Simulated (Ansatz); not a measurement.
```xyz
2
Lattice="1.9851 1.9851 0.0000 -1.9851 1.9851 0.0000 0.0000 0.0000 4.0892" Properties=species:S:1:pos:R:3 pbc="T T T"
Pt    0.0000    0.0000    0.0000
Pt    0.0000    1.9851    2.0446
```

Space group I4/mmm; changed on purpose from its base cell (strain along c alone, the other axes held, atoms relaxed: +3.0 %); computed pressure about −7 GPa in this cell.

All numbers below come from Ansatz, DFT PBE, scalar-relativistic, plane waves, PAW.

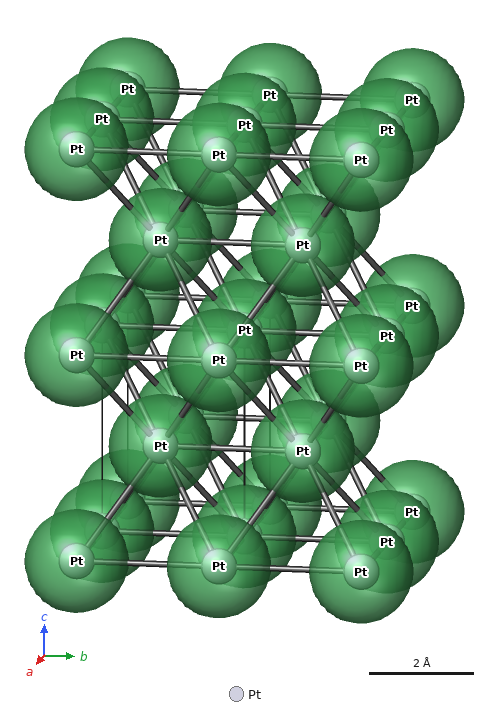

Pt. Isosurface of the valence electron density at 0.8 e/Å³ (green), seen slightly off an axis. Sticks mark near contacts.

**How is the density connected at this value?**

At this value the density breaks into separate islands; it holds about 75 % of the electrons treated as valence (semicore included). It bridges none of the near contacts. It is pinched off along the shortest Pt–Pt (2.81 Å) and Pt–Pt (2.85 Å) contacts. On the grid the lowest density along these lines, outside the cores, is 0.35 e/Å³ (Pt–Pt, 2.81 Å) and 0.33 e/Å³ (Pt–Pt, 2.85 Å).

**Does the calculation make it a metal, or give it a gap?**

It is metallic or semimetallic at this level of theory: no gap opens.
